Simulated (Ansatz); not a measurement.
**Run report: SnO2, single-point calculation (part 1 of 2)**

The run: single-point calculation of SnO2 (slab, 24 atoms in the cell). Method and program: DFT PBEsol, scalar-relativistic, plane waves, PAW, no spin polarisation (Ansatz 0.2.0).

The structure derives from an entry of the Crystallography Open Database. It belongs to a series of runs on one base structure; here: (1 1 0) slab cut from the bulk. Figures and captions count atoms from 1; the log counts them from 0 in places.

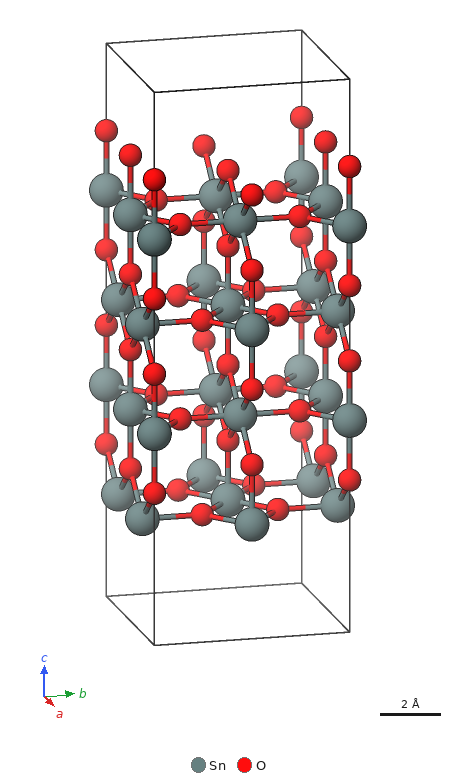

**Figure 1.** The input geometry (ball-and-stick view of the 2 × 1 repeat of the cell, with the vacuum cut short, seen slightly off an axis). An atom can appear more than once, as a periodic image.

### Input file
```yaml
crystal:
  lattice:
    - [3.2120684289, 0.0, 0.0]
    - [0.0, 6.7443406099, 0.0]
    - [0.0, 0.0, 27.1821439912]
  atoms:
    - { symbol: Sn, position: [0.0, 0.5, 0.2759164252] }
    - { symbol: Sn, position: [0.5, 0.0, 0.2759164252] }
    - { symbol: O, position: [0.5, 0.3062765059, 0.2759164252] }
    - { symbol: O, position: [0.5, 0.6937234941, 0.2759164252] }
    - { symbol: O, position: [0.0, 0.0, 0.3239824361] }
    - { symbol: O, position: [0.0, 0.5, 0.3519087045] }
    - { symbol: Sn, position: [0.0, 0.0, 0.3999747153] }
    - { symbol: Sn, position: [0.5, 0.5, 0.3999747153] }
    - { symbol: O, position: [0.5, 0.8062765059, 0.3999747153] }
    - { symbol: O, position: [0.5, 0.1937234941, 0.3999747153] }
    - { symbol: O, position: [0.0, 0.5, 0.4480407262] }
    - { symbol: O, position: [0.0, 0.0, 0.4759669946] }
    - { symbol: Sn, position: [0.0, 0.5, 0.5240330054] }
    - { symbol: Sn, position: [0.5, 0.0, 0.5240330054] }
    - { symbol: O, position: [0.5, 0.3062765059, 0.5240330054] }
    - { symbol: O, position: [0.5, 0.6937234941, 0.5240330054] }
    - { symbol: O, position: [0.0, 0.0, 0.5720990163] }
    - { symbol: O, position: [0.0, 0.5, 0.6000252847] }
    - { symbol: Sn, position: [0.0, 0.0, 0.6480912955] }
    - { symbol: Sn, position: [0.5, 0.5, 0.6480912955] }
    - { symbol: O, position: [0.5, 0.8062765059, 0.6480912955] }
    - { symbol: O, position: [0.5, 0.1937234941, 0.6480912955] }
    - { symbol: O, position: [0.0, 0.5, 0.6961573064] }
    - { symbol: O, position: [0.0, 0.0, 0.7240835748] }
basis:
  ecutwfc: 420
kpoints:
  mp_grid: { grid: [8, 4, 1] }
hamiltonian:
  xc: pbesol
scf:
  occupations: { method: gaussian, width: 0.05 }
output:
  forces: true
  stress: true
  eigenvalues: true
  write_density: true
  write_potential: true
  elf: true
  volumetric_format: npy
efield:
  axis: 3
  dipole_correction: true
  ramp_width: 0.04
```

Command:
```bash
ansatz run input.yaml --threads 2 --pin off --max-ram 5120MiB --backend cpu --events-out ev --progress --plain --runs-dir out
```

### Log
```
Engine: ansatz 0.2.0, aarch64-unknown-linux-gnu
Pseudopotentials: kind: paw
Pseudopotential: Sn, paw, valence charge 14, recommended cutoff 420 eV (normal), Sn.paw.azcp
Pseudopotential: O, paw, valence charge 6, recommended cutoff 420 eV (normal), O.paw.azcp
Functional definition: PBEsol
  exchange = pbesol_x
  correlation = pbesol_c
Crystal: 24 atoms, lattice volume = 588.854 Å³
Basis set: ecut = 420 eV, 11587 PW (Γ), exchange–correlation on 48×96×384 points (8 copies of the dense FFT grid, shifted against one another)
Bands: 128, of which v1, the nominal top of the filled ones, is band 104 counted from 1 (103 counted from 0)
Symmetry: 4 space group operations
Space group: Pmm2 (ITA 25), of the structure as read, at distance tolerance 8.4e-5 Å
k-points: 15 of 32
Non-local potential: Sn, projectors of the file, l = 0: 2, l = 1: 2, l = 2: 2, l = 3: 2
Non-local potential: O, projectors of the file, l = 0: 2, l = 1: 2, l = 2: 1
PAW form: soft (Blöchl's): semilocal exchange-correlation on the pseudo side does not see the compensation charge
PAW frozen core: Sn, regenerated for the run's functional, and the local potential with it (the file was generated under x = pbe(κ = 0.804, μ = 0.2195149727645171), c = pbe(β = 0.06672455060314922))
PAW frozen core: O, regenerated for the run's functional, and the local potential with it (the file was generated under x = pbe(κ = 0.804, μ = 0.2195149727645171), c = pbe(β = 0.06672455060314922))
PAW one-centre angular grid: Sn, 590 points (default); XC on 64 Gauss nodes
PAW one-centre angular grid: O, 110 points (default); XC on 64 Gauss nodes
Initial density: superposition of atomic densities (neutral atoms: chi_scale 0, normalization atom), corrected by the library's trained network
Initial wavefunctions: pseudopotential atomic-orbital guess
Functional: x = pbesol(κ = 0.804, μ = 0.12345679012345678), c = pbesol(β = 0.046)
SCF iter   1: F=—  HF=-56563.750995 eV  |F-HF|=—  |Δ(HF+E_count)|=         —  Δρ=1.57e-2  dr2=9.62e0  ethr=1.77e-3  p=-0.622 e·Å  D=-1.91e-1 V/Å  ΔV_dip=5.20 eV  dr2_dipole=7.28e0  V_vac-E_F(+/−)=9.33/4.13 eV  ⟨swp⟩=7.1  Hψ=8474  notcnv=0  defer=189
efield: sawtooth ramp at fractional position 0.9800 (placed from the atoms, in the widest stretch of the axis that holds none; the zero of the levels goes with the place), width 0.0400; the density the first Hamiltonian is built on has a dipole p = -0.622 e·Å; the dipole correction subtracts the counter field D = -1.91e-1 V/Å, which shifts the + side's vacuum level by +5.20 eV against the − side's; the planar-averaged density in the ramp window peaks in size at 1.5e-5 e/Å³
preconditioner: auto → LDOS  [insulator: Δε(μ)=0.058 eV  Ē_g=18.132 eV  σ=0.050 eV  W_gap=0.59  n_scr=128 (ndim 8)  ℏωp=22.1 eV  f_vac=0.472  D(μ)=9.83/eV (n_scr^D=40)  ε∞_Penn≈2.5  β→1.0]
SCF iter   2: F=—  HF=-56565.852343 eV  |F-HF|=—  |Δ(HF+E_count)|=    2.10e0  Δρ=4.82e-2  dr2=1.18e2  ethr=1.77e-3  p=-0.861 e·Å  D=-2.64e-1 V/Å  ΔV_dip=7.19 eV  dr2_dipole=9.70e1  V_vac-E_F(+/−)=9.53/2.34 eV  ⟨swp⟩=3.3  Hψ=4085  notcnv=0  defer=240  recentre
SCF iter   3: F=—  HF=-56563.443784 eV  |F-HF|=—  |Δ(HF+E_count)|=    2.41e0  Δρ=5.59e-3  dr2=9.80e-1  ethr=1.77e-3  p=-0.643 e·Å  D=-1.98e-1 V/Å  ΔV_dip=5.37 eV  dr2_dipole=4.88e-1  V_vac-E_F(+/−)=9.39/4.02 eV  ⟨swp⟩=2.9  Hψ=3769  notcnv=0  defer=235
SCF iter   4: F=—  HF=-56563.386961 eV  |F-HF|=—  |Δ(HF+E_count)|=   5.68e-2  Δρ=4.80e-3  dr2=1.68e-1  ethr=4.71e-4  p=-0.665 e·Å  D=-2.04e-1 V/Å  ΔV_dip=5.56 eV  dr2_dipole=1.54e-3  V_vac-E_F(+/−)=9.43/3.87 eV  ⟨swp⟩=2.1  Hψ=2181  notcnv=0  defer=245
SCF iter   5: F=—  HF=-56563.381427 eV  |F-HF|=—  |Δ(HF+E_count)|=   5.53e-3  Δρ=5.42e-3  dr2=2.50e-1  ethr=8.07e-5  p=-0.674 e·Å  D=-2.07e-1 V/Å  ΔV_dip=5.63 eV  dr2_dipole=1.14e-1  V_vac-E_F(+/−)=9.44/3.81 eV  ⟨swp⟩=2.1  Hψ=2640  notcnv=0  defer=255
SCF iter   6: F=—  HF=-56563.370817 eV  |F-HF|=—  |Δ(HF+E_count)|=   1.06e-2  Δρ=2.57e-3  dr2=9.00e-2  ethr=8.07e-5  p=-0.675 e·Å  D=-2.07e-1 V/Å  ΔV_dip=5.64 eV  dr2_dipole=4.01e-2  V_vac-E_F(+/−)=9.46/3.82 eV  ⟨swp⟩=2.0  Hψ=1938  notcnv=0  defer=256
SCF iter   7: F=—  HF=-56563.375276 eV  |F-HF|=—  |Δ(HF+E_count)|=   4.46e-3  Δρ=1.89e-3  dr2=6.07e-2  ethr=4.33e-5  p=-0.674 e·Å  D=-2.07e-1 V/Å  ΔV_dip=5.63 eV  dr2_dipole=2.52e-2  V_vac-E_F(+/−)=9.48/3.85 eV  ⟨swp⟩=1.8  Hψ=1810  notcnv=0  defer=253
SCF iter   8: F=—  HF=-56563.377244 eV  |F-HF|=—  |Δ(HF+E_count)|=   1.97e-3  Δρ=1.83e-3  dr2=3.79e-2  ethr=2.92e-5  p=-0.676 e·Å  D=-2.08e-1 V/Å  ΔV_dip=5.64 eV  dr2_dipole=1.79e-2  V_vac-E_F(+/−)=9.48/3.84 eV  ⟨swp⟩=1.9  Hψ=2092  notcnv=0  defer=253
SCF iter   9: F=—  HF=-56563.376536 eV  |F-HF|=—  |Δ(HF+E_count)|=   7.08e-4  Δρ=1.63e-3  dr2=4.57e-2  ethr=1.82e-5  p=-0.677 e·Å  D=-2.08e-1 V/Å  ΔV_dip=5.66 eV  dr2_dipole=2.78e-2  V_vac-E_F(+/−)=9.48/3.83 eV  ⟨swp⟩=2.0  Hψ=2015  notcnv=0  defer=248
SCF iter  10: F=—  HF=-56563.377171 eV  |F-HF|=—  |Δ(HF+E_count)|=   6.34e-4  Δρ=8.39e-4  dr2=2.07e-2  ethr=1.82e-5  p=-0.678 e·Å  D=-2.08e-1 V/Å  ΔV_dip=5.66 eV  dr2_dipole=1.52e-2  V_vac-E_F(+/−)=9.49/3.83 eV  ⟨swp⟩=1.8  Hψ=1993  notcnv=0  defer=246
SCF iter  11: F=—  HF=-56563.377358 eV  |F-HF|=—  |Δ(HF+E_count)|=   1.88e-4  Δρ=2.83e-4  dr2=2.15e-3  ethr=9.96e-6  p=-0.677 e·Å  D=-2.08e-1 V/Å  ΔV_dip=5.66 eV  dr2_dipole=1.42e-3  V_vac-E_F(+/−)=9.49/3.84 eV  ⟨swp⟩=1.7  Hψ=1884  notcnv=0  defer=248
SCF iter  12: F=—  HF=-56563.377411 eV  |F-HF|=—  |Δ(HF+E_count)|=   5.24e-5  Δρ=1.18e-4  dr2=2.05e-4  ethr=1.03e-6  p=-0.677 e·Å  D=-2.08e-1 V/Å  ΔV_dip=5.66 eV  dr2_dipole=4.40e-5  V_vac-E_F(+/−)=9.49/3.84 eV  ⟨swp⟩=2.0  Hψ=2316  notcnv=0  defer=248
SCF iter  13: F=—  HF=-56563.377444 eV  |F-HF|=—  |Δ(HF+E_count)|=   3.31e-5  Δρ=6.03e-5  dr2=8.19e-5  ethr=9.84e-8  p=-0.677 e·Å  D=-2.08e-1 V/Å  ΔV_dip=5.65 eV  dr2_dipole=2.14e-5  V_vac-E_F(+/−)=9.49/3.84 eV  ⟨swp⟩=1.6  Hψ=1992  notcnv=0  defer=248
SCF iter  14: F=—  HF=-56563.377524 eV  |F-HF|=—  |Δ(HF+E_count)|=   8.00e-5  Δρ=7.75e-5  dr2=8.28e-5  ethr=3.94e-8  p=-0.677 e·Å  D=-2.08e-1 V/Å  ΔV_dip=5.66 eV  dr2_dipole=1.95e-5  V_vac-E_F(+/−)=9.49/3.84 eV  ⟨swp⟩=1.7  Hψ=2030  notcnv=0  defer=250
SCF iter  15: F=—  HF=-56563.377528 eV  |F-HF|=—  |Δ(HF+E_count)|=   3.88e-6  Δρ=3.65e-5  dr2=1.78e-5  ethr=3.94e-8  p=-0.677 e·Å  D=-2.08e-1 V/Å  ΔV_dip=5.66 eV  dr2_dipole=2.85e-6  V_vac-E_F(+/−)=9.49/3.84 eV  ⟨swp⟩=1.1  Hψ=1704  notcnv=0  defer=250
SCF iter  16: F=—  HF=-56563.377536 eV  |F-HF|=—  |Δ(HF+E_count)|=   8.40e-6  Δρ=2.15e-5  dr2=4.98e-6  ethr=8.55e-9  p=-0.677 e·Å  D=-2.08e-1 V/Å  ΔV_dip=5.65 eV  dr2_dipole=2.20e-7  V_vac-E_F(+/−)=9.49/3.83 eV  ⟨swp⟩=1.7  Hψ=1890  notcnv=0  defer=250
SCF iter  17: F=—  HF=-56563.377539 eV  |F-HF|=—  |Δ(HF+E_count)|=   2.57e-6  Δρ=5.94e-6  dr2=3.14e-7  ethr=2.40e-9  p=-0.677 e·Å  D=-2.08e-1 V/Å  ΔV_dip=5.65 eV  dr2_dipole=1.02e-10  V_vac-E_F(+/−)=9.49/3.83 eV  ⟨swp⟩=1.7  Hψ=1871  notcnv=0  defer=250
SCF iter  18: F=—  HF=-56563.377540 eV  |F-HF|=—  |Δ(HF+E_count)|=   8.72e-7  Δρ=6.92e-6  dr2=4.66e-7  ethr=1.51e-10  p=-0.677 e·Å  D=-2.08e-1 V/Å  ΔV_dip=5.65 eV  dr2_dipole=6.08e-8  V_vac-E_F(+/−)=9.49/3.83 eV  ⟨swp⟩=2.1  Hψ=2466  notcnv=0  defer=250
SCF iter  19: F=—  HF=-56563.377540 eV  |F-HF|=—  |Δ(HF+E_count)|=   5.09e-7  Δρ=3.20e-6  dr2=1.08e-7  ethr=1.51e-10  p=-0.677 e·Å  D=-2.08e-1 V/Å  ΔV_dip=5.65 eV  dr2_dipole=2.06e-8  V_vac-E_F(+/−)=9.49/3.83 eV  ⟨swp⟩=1.7  Hψ=1719  notcnv=0  defer=250
SCF iter  20: F=-56563.377540 eV  HF=-56563.377540 eV  |F-HF|=4.43e-8  |Δ(HF+E_count)|=   1.87e-7  Δρ=1.35e-6  dr2=1.49e-8  ethr=4.81e-11  p=-0.677 e·Å  D=-2.08e-1 V/Å  ΔV_dip=5.65 eV  dr2_dipole=6.31e-10  V_vac-E_F(+/−)=9.49/3.83 eV  ⟨swp⟩=27.3  Hψ=19820  notcnv=0
SCF 1 converged in 20 iterations: F = -56563.377540 eV  dr2 = 1.49e-8
  greatest PAW one-centre occupation: 0.997 electrons in one spin orbital (limit 2), on the Sn atom at site 18 (counted from 0), in its partial waves of l = 2
```

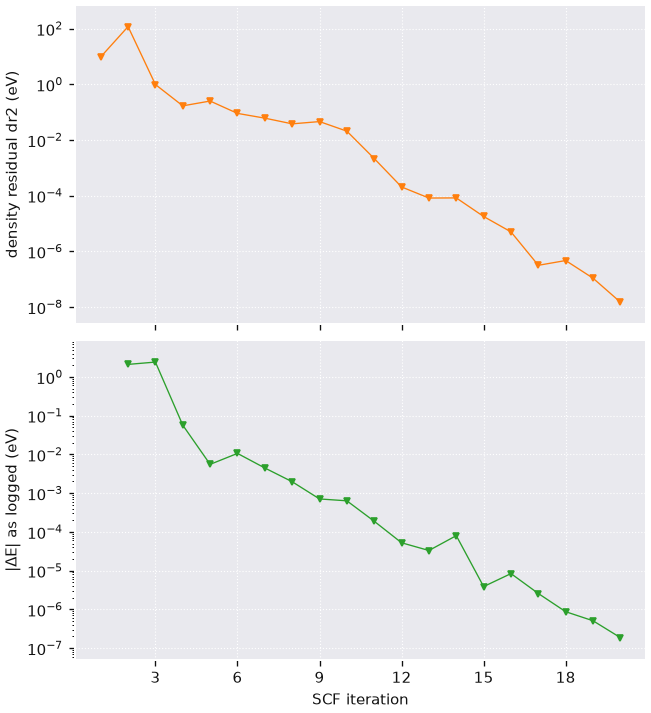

**Figure 2.** Convergence of the self-consistent field: density residual dr2 and size of the energy change against the SCF iteration. The residual comes down, with one marked jump up, by a factor of about 10, at step 2.

```
WARN: The output density's exchange-correlation potential varies sharply where the density is thin. Do not read a vacuum level from v_tot or v_xc, or from such a field of the output density. On a cell that repeats whose density bears no net charge and no dipole along the vacuum's axis use v_es (v_loc + v_h of the components); under efield.dipole_correction with no amplitude use v_es + v_field, which holds any external_charges[].barrier, or the levels of the report's work_function block, which leave it out; under a non-zero efield.amplitude the vacuum is tilted and has no level; on a cell that repeats and bears such a dipole with no correction it is tilted too, and efield.dipole_correction with no amplitude gives each side of its ramp a level where efield: is served; in a cell that repeats whose density bears a net charge (total_charge, or a fill off its count) it is curved and has none; of a slab under crystal.periodic whose density bears no net charge use v_es, which has a level on each side, short of where the two are joined; of another it falls or rises all the way out and has none; of a slab beside external_charges read slab_vacuum_level instead, which it has where they leave it neutral. The grid or the basis barely resolves most such structure, and the values can differ between equally converged runs; as a rule a tighter scf.convergence.dr2_threshold does not remove it. Where the density itself ripples (under the LDA too) a higher basis.ecutwfc lessens it. The files hold the spikes' plane waves up to the density's cutoff. Files: v_tot_of_output_density and the like, and their columns of v_z.tsv (output.write_potential); v_xc_of_output_density and the like, and their columns of v_comp_z.tsv (output.write_potential_components). Measured: with its Gaussian average of σ = 0.25 Å subtracted twice, the exchange-correlation potential is over 0.1 eV at 316 of the grid points where the equally averaged density (valence and model cores) is under 1e-3 e/Å³, and 0.255 eV at the most among them, at an averaged density of 9.0e-4 e/Å³. The input density's (outcome.potential() and, of a run that writes arrays, v_tot and v_xc) is over 0.1 eV, so measured, at 250 points of its own thin density, 0.260 eV at the most. See output.write_potential in the manual, Limitations
SCF converged after 20 iterations
Free energy (F): -56563.377540 eV
Harris-Foulkes:  -56563.377540 eV  (|F-HF|=4.43e-8)
Internal energy: -56563.348342 eV  (E = F + TS)
E sigma→0 (E₀):  -56563.362941 eV
Entropy (-TS):   -0.029198 eV (-1.217 meV/atom)
Fermi energy:    1.428792 eV
Dipole field:    D = -0.207995 V/Å  (p = -0.676861 e·Å, saw-weighted, corrected)
Work function:   Φ+ = 9.4890 eV   Φ− = 3.8352 eV
Levels:          The Fermi level and band energies are counted from a zero that moves with the ramp; work functions are not
--- Per-component energies (eV) ---
  E_band       = -2275.325249
  E_kinetic    = 4304.910528
  E_local      = -223203.783294  (includes V_loc(G=0)·N_el)
  E_nonlocal   = 554.120692
  E_hartree    = 110934.801398
  E_xc         = -4172.991006
  E_vxc        = -2242.901173  (∫ρ·V_xc dr)
  E_paw        = -35036.749226  (= ΣΔE_a)
  E_vpaw       = -3529.606145  (= ΣTr[D̂ρ^β])
  E_aug_tail   = 0.039188  (compensation charges beyond the density's cutoff)
  E_efield     = 0.070392  (sawtooth field / dipole correction)
  E_vefield    = -27.708474  (∫n·V_field dr)
  E_ewald      = 90053.389662
  E_core_change = 2.843325  (= ΣΔE_core)
  E_smearing   = -0.029198  (= −TS)
  E_closure    = 0.000000  (closes the sum)
  Σ components = -56563.377540   (vs F -56563.377540, Δ=0.00e0)
--- Forces (eV/Å), atoms counted from 1 ---
  atom   1  Sn     0.00000000     0.00000000     2.26361591
  atom   2  Sn     0.00000000    -0.00000000    -0.00788801
  atom   3  O      0.00000000     1.12325486    -0.94166854
  atom   4  O      0.00000000    -1.12325486    -0.94166854
  atom   5  O      0.00000000    -0.00000000    -0.40255489
  atom   6  O      0.00000000    -0.00000000    -0.77702605
  atom   7  Sn     0.00000000     0.00000000     1.10435135
  atom   8  Sn     0.00000000     0.00000000     0.93334711
  atom   9  O      0.00000000    -0.04197386    -0.31765576
  atom  10  O      0.00000000     0.04197386    -0.31765576
  atom  11  O      0.00000000    -0.00000000    -0.59446577
  atom  12  O      0.00000000    -0.00000000    -0.58170415
  atom  13  Sn     0.00000000     0.00000000     0.96545133
  atom  14  Sn     0.00000000     0.00000000     0.64027982
  atom  15  O      0.00000000    -0.08533171    -0.28090126
  atom  16  O      0.00000000     0.08533171    -0.28090126
  atom  17  O      0.00000000    -0.00000000    -0.47074762
  atom  18  O      0.00000000    -0.00000000    -1.10617316
  atom  19  Sn     0.00000000     0.00000000     1.19593190
  atom  20  Sn     0.00000000     0.00000000     1.57661541
  atom  21  O      0.00000000    -0.00154819    -0.42172329
  atom  22  O      0.00000000     0.00154819    -0.42172329
  atom  23  O      0.00000000    -0.00000000    -0.47067373
  atom  24  O      0.00000000    -0.00000000    -0.34442493
  max |Σ_I F_I| component: 3.68e-5 eV/Å
```
